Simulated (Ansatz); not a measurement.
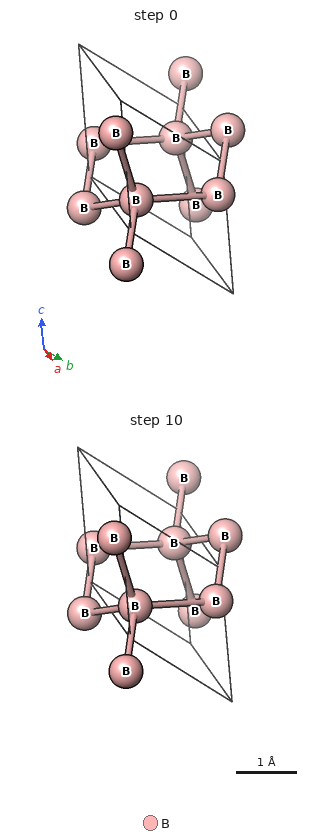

The structure of a crystal of B (built on the dhcp_194 type) before (top) and after (bottom) a relaxation, at one scale.

Style: ball-and-stick. Shown: the cell of the calculation, slightly off an axis.

Case: the structure that the rattled dhcp type (P6_3/mmc, No. 194) fell into.

Theory: Ansatz 0.2.0, DFT PBE, scalar-relativistic, plane waves, PAW.

The input:
```yaml
crystal:
  lattice:
    - [1.5828103548, -2.6700630992, 0.0]
    - [1.5828103548, 2.6700630992, 0.0]
    - [-1.5262181986, 0.0, 1.6009120274]
  atoms:
    - { symbol: B, position: [0.1264184818, 0.8735815182, 0.75] }
    - { symbol: B, position: [0.8735815182, 0.1264184818, 0.25] }
basis:
  ecutwfc: 420
kpoints:
  mp_grid: { grid: [26, 26, 34] }
hamiltonian:
  xc: pbe
scf:
  occupations: { method: gaussian, width: 0.1 }
output:
  forces: true
  stress: true
  eigenvalues: true
relax:
  adjacent_minimum: "off"
  f_tol: 0.01
  max_steps: 80
  cell: { stress_tol: 0.05 }
```

Q: Summarise the run.

A: After 8 accepted moves (10 points after the start) the energy has fallen by 1.7 meV per atom. Largest force component: 0.054 eV/Å at the start, 0.00095 eV/Å at the end. Pressure: −0.05 GPa at the start and 0.00 GPa at the end. The SCF was repeated twice at an unchanged geometry on a basis and grid sized afresh for the cell, which shifted the energy by less than 0.05 meV per atom at most. The largest moves relative to the cell, 0.007 Å, are those of B1 and B2. B1 goes along [−1 1 0]. Cell: a = b 3.104 → 3.110 Å (+0.2 %), c 2.212 → 2.246 Å (+1.5 %), α 110.6° → 111.2°, β 110.6° → 111.2°, γ 118.7° → 118.5°. Volume −0.1 %. The space group (tolerance 0.01 Å) goes from C2/c (No. 15) to I4_1/amd (No. 141). The run took about 6 core-minutes on a shared host.
